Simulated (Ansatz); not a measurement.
**Energy of PbSe along an even scaling of the cell**

System: PbSe (2 atoms in the cell).
Method: DFT r2SCAN, scalar-relativistic, plane waves, PAW, no spin polarisation (Ansatz 0.2.0).

The 8 runs differ only in the geometry, by an even scaling of the cell at fixed fractional positions. The structure derives from a Materials Project entry.

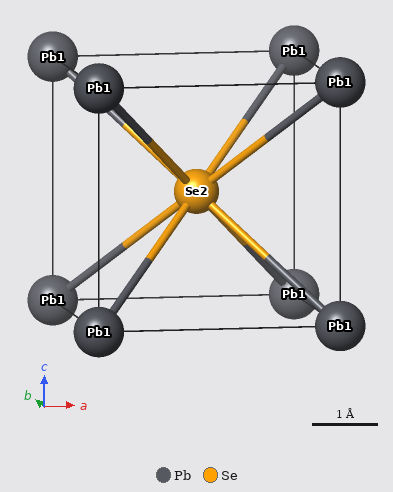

Figure 1. The structure of run 5 (ball-and-stick view of the cell of the calculation, seen slightly off an axis; atoms are numbered from 1 in the order of the input).

**Input of run 5**
```yaml
crystal:
  lattice:
    - [3.834729169, 0.0, 0.0]
    - [0.0, 3.834729169, 0.0]
    - [0.0, 0.0, 3.834729169]
  atoms:
    - { symbol: Pb, position: [0.0, 0.0, 0.0] }
    - { symbol: Se, position: [0.5, 0.5, 0.5] }
basis:
  ecutwfc: 500
kpoints:
  mp_grid: { grid: [12, 12, 12] }
hamiltonian:
  xc: r2scan
scf:
  occupations: { method: gaussian, width: 0.1 }
output:
  forces: true
  stress: true
  eigenvalues: true
```

Command:
```bash
ansatz run input.yaml --threads 1 --pin off --max-ram 2560MiB --backend cpu --events-out ev --progress --plain --runs-dir out
```

Lattice vectors (Å) and fractional positions of run 5:
```
   3.834729    0.000000    0.000000
   0.000000    3.834729    0.000000
   0.000000    0.000000    3.834729
Pb  0.000000  0.000000  0.000000
Se  0.500000  0.500000  0.500000
```

Run 3 differs from it as follows:
```diff
-    - [3.834729169, 0.0, 0.0]
-    - [0.0, 3.834729169, 0.0]
-    - [0.0, 0.0, 3.834729169]
+    - [3.7707741272, 0.0, 0.0]
+    - [0.0, 3.7707741272, 0.0]
+    - [0.0, 0.0, 3.7707741272]
```

**Results, with one run withheld**

| run | volume per atom (Å³) | free energy per atom, from the lowest run given (meV) | pressure (GPa) |
| --- | --- | --- | --- |
| 1 | 24.886 | 20.65 | 4.39 |
| 2 | 25.588 | 5.54 | 2.54 |
| 3 | 26.808 | ? | ? |
| 4 | 27.426 | 0.00 | −1.35 |
| 5 | 28.195 | 9.56 | −2.61 |
| 6 | 29.642 | 42.13 | −4.52 |
| 7 | 29.644 | 42.18 | −4.52 |
| 8 | 30.672 | 74.67 | −5.58 |

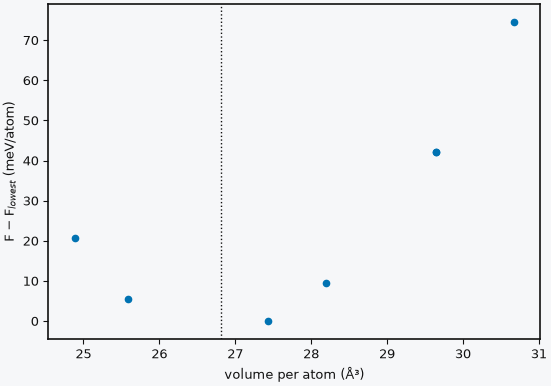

Figure 2. Free energy per atom of the runs given; the dotted line marks run 3.

Fit the runs given and predict run 3.

A cubic polynomial in V^(−2/3) (the Birch–Murnaghan form), fitted to the 7 runs given, misses them by at most 0.03 meV per atom. With x = V^(−2/3) − 0.10875 Å⁻², it reads F = 4.9878 − 5081.5 x + 8.0086e+05 x² + 6.7948e+05 x³ (meV per atom). At run 3 it gives −2.99 meV per atom, and the run itself gives −3.01. The slope of the fit gives a pressure −dF/dV of −0.19 GPa there, and the run prints −0.19 GPa. The fit has its minimum at 26.711 Å³ per atom, where V d²F/dV² gives 53.9 GPa: the bulk modulus at this level, since symmetry fixes the shape and the positions.

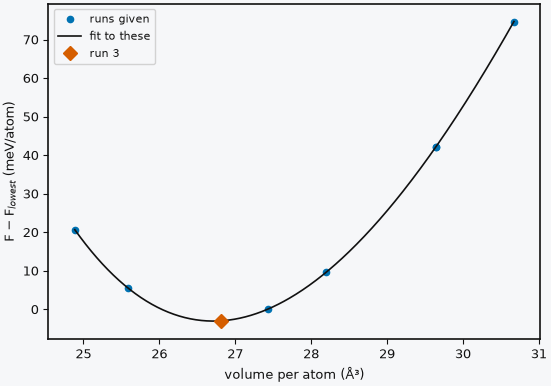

Figure 3. The fit and the withheld run.

**Output, shortened to warnings, some set-up lines, iterations and results (run 3)**
```
Basis set: ecut = 500 eV, 1357 PW (Γ), exchange–correlation on 120×120×120 points (64 copies of the dense FFT grid, shifted against one another)
Symmetry: 48 space group operations
k-points: 84 of 1728
Initial density: superposition of atomic densities (neutral atoms: chi_scale 0, normalization atom), corrected by the library's trained network
[...]
SCF iter   1: F=—  HF=-17399.816355 eV  |F-HF|=—  |Δ(HF+E_count)|=         —  Δρ=8.13e-3  dr2=6.19e-2  dr2_τ=5.09e-3  ethr=1.77e-3  ⟨swp⟩=5.9  Hψ=7858  notcnv=0
SCF iter   2: F=—  HF=-17399.809930 eV  |F-HF|=—  |Δ(HF+E_count)|=   6.43e-3  Δρ=2.87e-3  dr2=5.68e-3  dr2_τ=4.92e-4  ethr=2.06e-4  ⟨swp⟩=2.7  Hψ=3623  notcnv=0
SCF iter   3: F=—  HF=-17399.809655 eV  |F-HF|=—  |Δ(HF+E_count)|=   2.75e-4  Δρ=1.17e-3  dr2=9.95e-4  dr2_τ=2.00e-5  ethr=1.89e-5  ⟨swp⟩=2.3  Hψ=2863  notcnv=0
SCF iter   4: F=—  HF=-17399.809736 eV  |F-HF|=—  |Δ(HF+E_count)|=   8.10e-5  Δρ=5.15e-4  dr2=8.90e-5  dr2_τ=2.94e-6  ethr=3.32e-6  ⟨swp⟩=2.3  Hψ=2060  notcnv=0
SCF iter   5: F=—  HF=-17399.809806 eV  |F-HF|=—  |Δ(HF+E_count)|=   6.94e-5  Δρ=9.40e-5  dr2=4.16e-6  dr2_τ=6.88e-8  ethr=2.97e-7  ⟨swp⟩=2.1  Hψ=1975  notcnv=0
SCF iter   6: F=—  HF=-17399.809807 eV  |F-HF|=—  |Δ(HF+E_count)|=   1.73e-6  Δρ=2.29e-5  dr2=1.87e-7  dr2_τ=2.30e-8  ethr=1.39e-8  ⟨swp⟩=2.2  Hψ=2511  notcnv=0
SCF iter   7: F=-17399.809808 eV  HF=-17399.809808 eV  |F-HF|=3.83e-8  |Δ(HF+E_count)|=   2.87e-7  Δρ=1.33e-5  dr2=6.84e-8  dr2_τ=1.64e-9  ethr=3.33e-10  ⟨swp⟩=5.5  Hψ=7365  …
SCF 1 converged in 7 iterations: F = -17399.809808 eV  dr2 = 6.84e-8
SCF converged after 7 iterations
Free energy (F): -17399.809808 eV
Harris-Foulkes:  -17399.809808 eV  (|F-HF|=3.83e-8)
Internal energy: -17399.806858 eV  (E = F + TS)
E sigma→0 (E₀):  -17399.808333 eV
Entropy (-TS):   -0.002950 eV (-1.475 meV/atom)
Fermi energy:    9.546677 eV
--- Per-component energies (eV) ---
  E_band       = -417.561295
  E_kinetic    = 405.016346
  E_local      = -3312.303891  (includes V_loc(G=0)·N_el)
  E_nonlocal   = -244.848312
  E_hartree    = 1550.937489
  E_xc         = -307.228654
  E_vxc        = -251.115816  (∫ρ·V_xc dr)
  E_paw        = -12355.909847  (= ΣΔE_a)
  E_vpaw       = -131.708934  (= ΣTr[D̂ρ^β])
  E_aug_tail   = -0.000182  (compensation charges beyond the density's cutoff)
  E_vtau       = 15.521569  (kinetic-family band-sum trace: ∫τ·v_τ [+ j·A + Jᵃ·Aᵃ] dr)
  E_ewald      = -3134.670540
  E_core_change = -0.799268  (= ΣΔE_core)
  E_smearing   = -0.002950  (= −TS)
  E_closure    = -0.000000  (closes the sum)
  Σ components = -17399.809808   (vs F -17399.809808, Δ=0.00e0)
--- Forces (eV/Å), atoms counted from 1 ---
  atom   1  Pb    -0.00000000     0.00000000     0.00000000
  atom   2  Se     0.00000000    -0.00000000     0.00000000
  max |Σ_I F_I| component: 1.62e-29 eV/Å
--- Stress (GPa, compression-positive) ---
       -0.191387      -0.000000       0.000000
        0.000000      -0.191387       0.000000
        0.000000       0.000000      -0.191387
  P = ⅓ Tr σ = -0.1914 GPa (-1.914 kbar)
```

Notes: Spin–orbit coupling is left out, which matters for Pb.
